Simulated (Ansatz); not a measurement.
Mn

```yaml
crystal:
  lattice:
    - [4.45880, 0.00000, 0.00000]
    - [-2.22940, 3.86143, 0.00000]
    - [0.00000, 0.00000, 2.69337]
  atoms:
    - { symbol: Mn, position: [0.00000, 0.00000, 0.00000] }
    - { symbol: Mn, position: [0.33333, 0.66667, 0.50000] }
    - { symbol: Mn, position: [0.66667, 0.33333, 0.50000] }
```

Space group P6/mmm; set up as Mn, omega (AlB2-type); a generated structure, not necessarily the stable one; changed on purpose from its base cell (volume × 1.0); spin-polarised.

Computed with DFT, r2SCAN, plane waves (500 eV) with PAW, scalar-relativistic (Ansatz).

Q: What can the converged valence pseudo-density, electron localisation function and spin density tell about the bonding?

A: Mn–Mn (2.69 Å): ρ is about 0.2 e/Å³ halfway; the ELF is about 0.15 at the midpoint; no shared electron pair shows on this line.
The spin density sits on Mn: +3.7 μB (×3) in one cell of 3 atoms: parallel main moments (a ferromagnetic arrangement) in this solution. The cell of the calculation (3 atoms) carries 11.3 μB of net spin moment.

Q: Metal or insulator at this level of theory?

A: It is metallic or semimetallic at this level of theory: no gap opens.

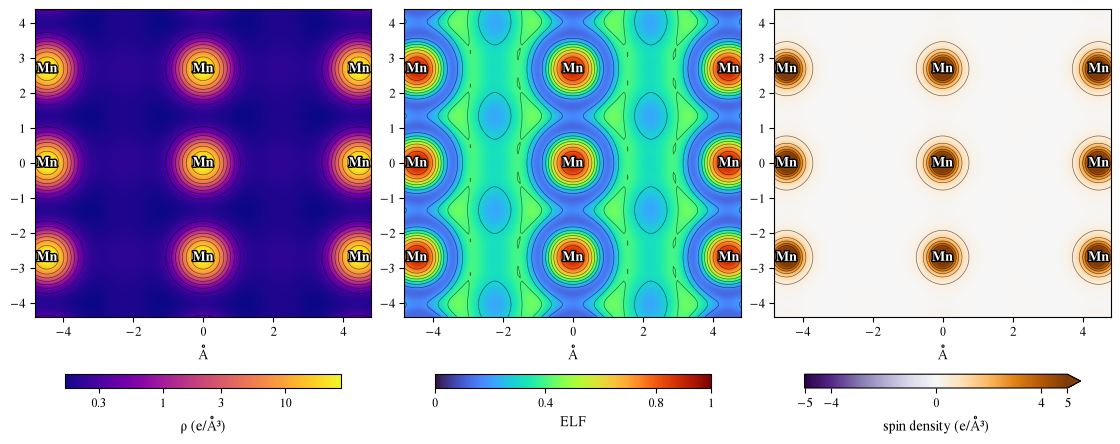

Computed valence pseudo-density, electron localisation function and spin density on the (100) plane of the conventional cell, in this order. 

Core electrons are frozen (PAW), and the valence fields are smoothed inside the atomic spheres.
